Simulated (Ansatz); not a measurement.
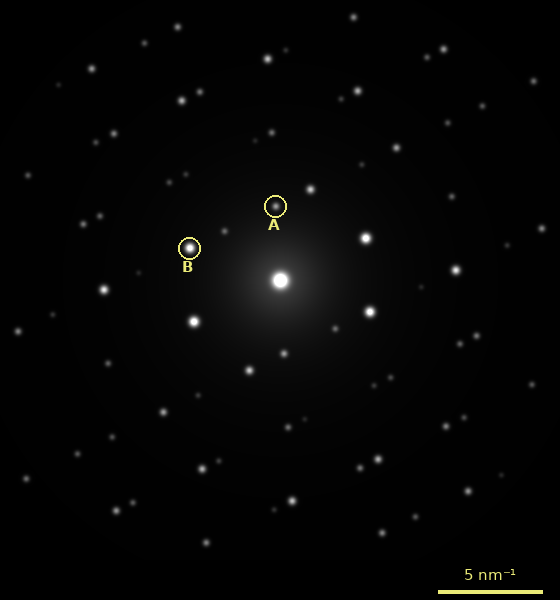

Kinematic zone-axis pattern, calculated for 300 keV electrons with B = 0.8 Å². Two individuals of a reflection twin are superposed (a geometric construction: whether this twin forms is not tested; the second individual is smaller and so fainter). Crystal: WSe2, space group P-3m1 (No. 164), a = 3.25 Å, c = 6.84 Å (hexagonal axes), zone axis [201]. Structure: the geometry relaxed at fixed volume with Ansatz, DFT PBEsol, scalar-relativistic, plane waves, PAW; the starting structure was generated, so it need not be a known form of this composition.

| atom | site | symmetry | x | y | z |
| --- | --- | --- | --- | --- | --- |
| W | 1a | -3m. | 0.0000 | 0.0000 | 0.0000 |
| Se | 2d | 3m. | 0.3333 | 0.6667 | 0.2512 |

In the first individual spot A is 0 -1 0 and spot B is 1 -1 -2.

Find the twin plane.

Answer. (10-2). The spot positions of the combined pattern are mirror-symmetric about the row through 1 0 -2 (d = 2.171 Å), which both individuals share, while a single individual has only symmetry 2 without that mirror line. Friedel's law adds a mirror line at right angles, along which no low-index reflection lies.

Which other reflections coincide?

Answer. Within the frame only the reflections of the common row coincide.
